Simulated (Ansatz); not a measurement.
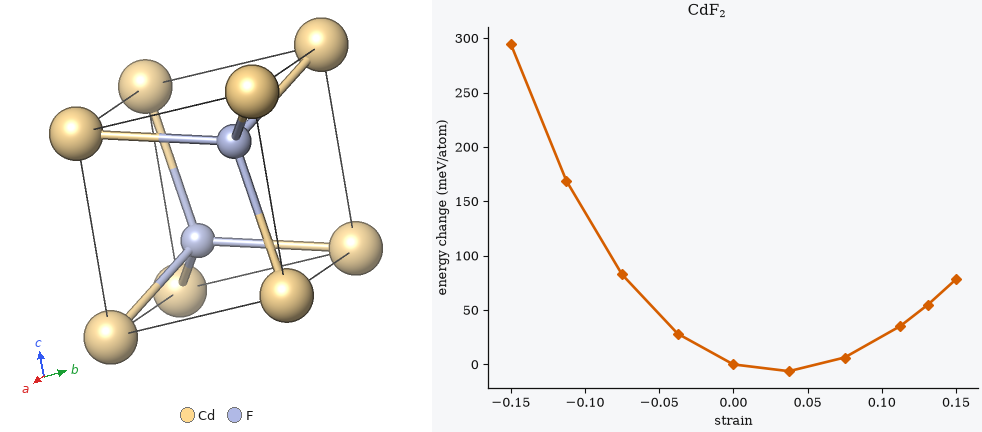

Computed with Ansatz 0.2.0: homogeneous strain of a crystal along one Voigt pattern with engineering shear, fractional coordinates fixed, by plane-wave density functional theory with PAW datasets, free energies less that of the undisturbed cell; scalar-relativistic. Level: PBE, no spin polarisation.

- wave cutoff: 420 eV
- k mesh: 8×8×8
- occupations: Gaussian
- smearing width: 0.05 eV
- k shift: (0, 0, 0) (mesh steps)
- start: as given
- strain pattern: (1, 0, 0, 0, 0, 0) (xx yy zz yz xz xy with engineering shear)

Structure:
```
CELL_PARAMETERS angstrom
0.00000 2.69400 2.69400
2.69400 0.00000 2.69400
2.69400 2.69400 0.00000
ATOMIC_POSITIONS crystal
Cd 0.00000 0.00000 0.00000
F 0.25000 0.25000 0.25000
F 0.75000 0.75000 0.75000
```

Caption: Energy change against strain for CdF₂, space group Fm-3m (No. 225). The cell is drawn beside the plot.

The energy falls towards positive values, so the start isn't a stationary minimum along this path. The energy change is 295 meV/atom at strain −0.1500 and 78 meV/atom at 0.1500; the lowest computed point is at strain 0.0375 (−6 meV/atom), in a single well. The slope of stress against strain at the start, which at zero pressure is the clamped-ion constant C11, is 191 GPa. The second derivative of tensile stress is −970 GPa. The tensile stress at start is −5.46 GPa.

Keep in mind: reference crystal is not relaxed.
